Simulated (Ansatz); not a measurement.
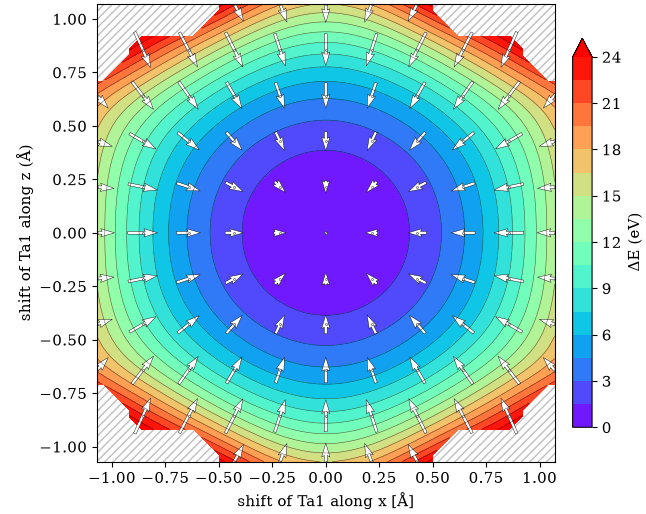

Energy landscape of TaSi2 (P6_422, No. 181; 9 atoms in the cell). One atom moved over a plane, all else fixed (x along [1 0 0], y along [1 2 0], z along [0 0 1] of the conventional cell). The first coordinate is: shift of Ta1 along x; the second: shift of Ta1 along z. Nothing is relaxed (all other atoms fixed). The scan uses an 11 × 11 grid; 32 points were computed and 73 follow by symmetry. At 16 points there is no value (left out of the scan, as a rule where atoms come close). Points are written as (first, second). Energies are in eV per cell, from the lowest grid point. All numbers below come from Ansatz, DFT PBEsol, scalar-relativistic, plane waves, PAW. Settings: cutoff 420 eV, k-mesh 9×9×6 in the order of the run's cell vectors, gaussian smearing 0.15 eV, no spin polarisation.

The picture shows filled contours, dots at the grid points, arrows along the force (downhill), their lengths compressed, one colour for all values above the top of the scale, hatched blanks where no value was computed. Between grid points the surface is interpolated. 

Q: Summarise what can be read from the map.

A: The lowest grid point is at (0.000 Å, 0.000 Å). No other kind of well shows on this grid. The highest grid point, (−0.428 Å, −1.070 Å), lies 22.8 eV above the lowest. Near the minimum the well is nearly round, with a curvature of about 18 eV/Å².

The whole map (32 points run) took 14 min on 4 threads of Arm Neoverse V2, on a shared host.

PAW datasets: the set soft_1.
